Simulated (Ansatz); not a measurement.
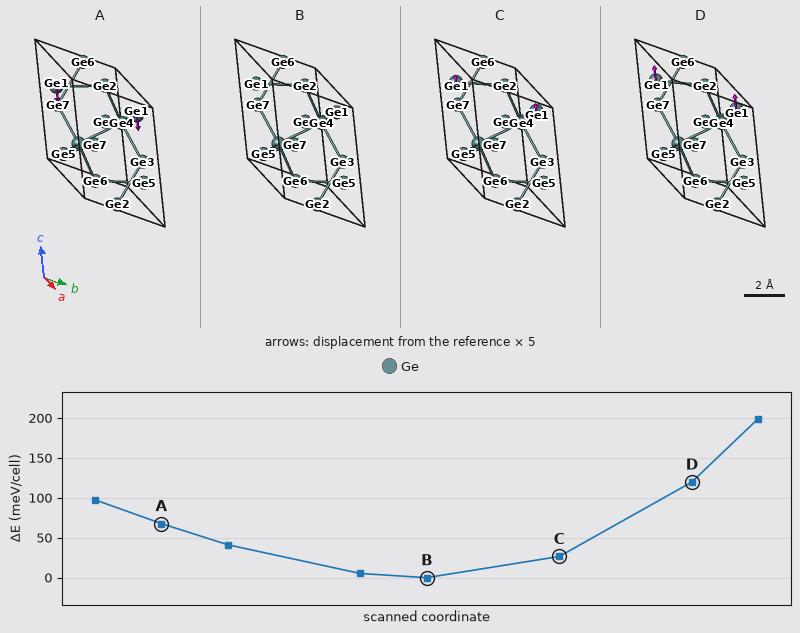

Frames of a one-coordinate scan of crystalline Ge (Ia-3). A ball-and-stick model of the cell of the calculation, seen from a free direction. Purple arrows: displacements from the reference.

Theory: Ansatz, DFT PBEsol, scalar-relativistic, plane waves, PAW. Settings: plane-wave cutoff 420 eV; k-point mesh 8 × 8 × 8; occupations gaussian; smearing width 0.15 eV; no spin polarisation. Energies (free energies at the smearing named) are counted from the relaxed crystal.

### What is being scanned?

A Ge atom (one in each cell of 8 atoms) is moved towards the nearest copy of atom 5 (Ge) at 2.454 Å, all else fixed. In the frames the displacement is −0.16 Å (A), 0.00 Å (B), 0.08 Å (C), 0.16 Å (D). The lowest computed point lies at the displacement 0.00 Å (0.0 meV/cell). At the ends of the scan the energy is 97.5 meV/cell (−0.20 Å) and 199.1 meV/cell (0.20 Å). The curvature at zero is about 7.3 eV/Å². The well is lopsided: at ±0.20 Å the energy is 2.0 times higher on the positive side. At the highest point the shortest interatomic distance is 2.25 Å, against 2.45 Å in the reference. The distortion takes the space group from Ia-3 to R3.
